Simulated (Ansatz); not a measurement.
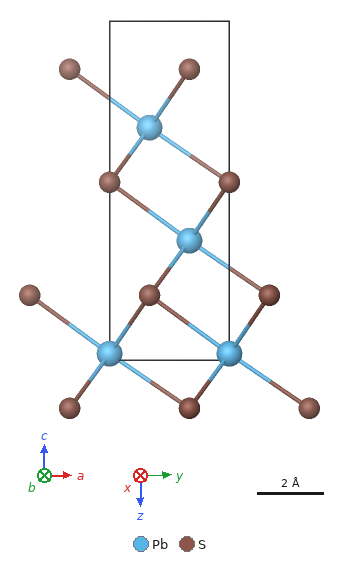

A scan of crystalline PbS (R3m): the ratio of the cell's length along z to its lengths across, counted as 1 for the reference, is changed at fixed volume (a c/a path), with the atoms kept at their fractional coordinates. x, y and z are the Cartesian axes of the input. The picture shows the reference cell. A ball-and-stick model of the conventional cell (3 times the calculation's cell), seen along the b axis. Lengths and directions refer to the drawn axes.

Level of theory: DFT PBEsol, scalar-relativistic, plane waves, PAW in Ansatz 0.2.0. Settings: plane-wave cutoff 420 eV; k-point mesh 12 × 12 × 12; occupations gaussian; smearing width 0.03 eV; no spin polarisation. Energies (free energies at the smearing named) are counted from the cell as listed in its source, which wasn't relaxed.

```
CELL_PARAMETERS angstrom
2.11266 1.21975 3.45192
-2.11266 1.21975 3.45192
0.00000 -2.43949 3.45192
ATOMIC_POSITIONS crystal
Pb 0.98057 0.98057 0.98057
S 0.47504 0.47504 0.47504
```

Give the energy at each point (the relative ratio: 0.80, 0.85, 0.92, 0.96, 1.00, 1.05, 1.10, 1.20, 1.30).

```
axial ratio over its reference value  ΔE (meV/atom)
                                0.80           86.4
                                0.85           49.9
                                0.92           14.5
                                0.96            3.7
                                1.00            0.0
                                1.05            5.5
                                1.10           21.9
                                1.20           84.2
                                1.30          179.3
```

Of the computed points the lowest is at the relative ratio 1.00, 0.0 meV/atom. At the ends of the scan the energy is 86.4 meV/atom (0.80) and 179.3 meV/atom (1.30). The unrelaxed reference is under a pressure of −2.0 GPa. The distortion keeps the space group R3m. At the relative ratio 1.30 the cell of the drawing goes a 4.225 → 3.871 Å, b 4.225 → 3.871 Å, c 10.356 → 12.335 Å. The band gap on the mesh, 0.35 eV in the reference, closes at 0.80, 0.85, 0.92, 1.10, 1.20, 1.30.

The computed profile:

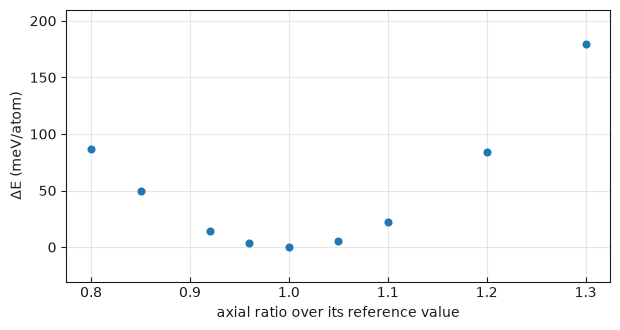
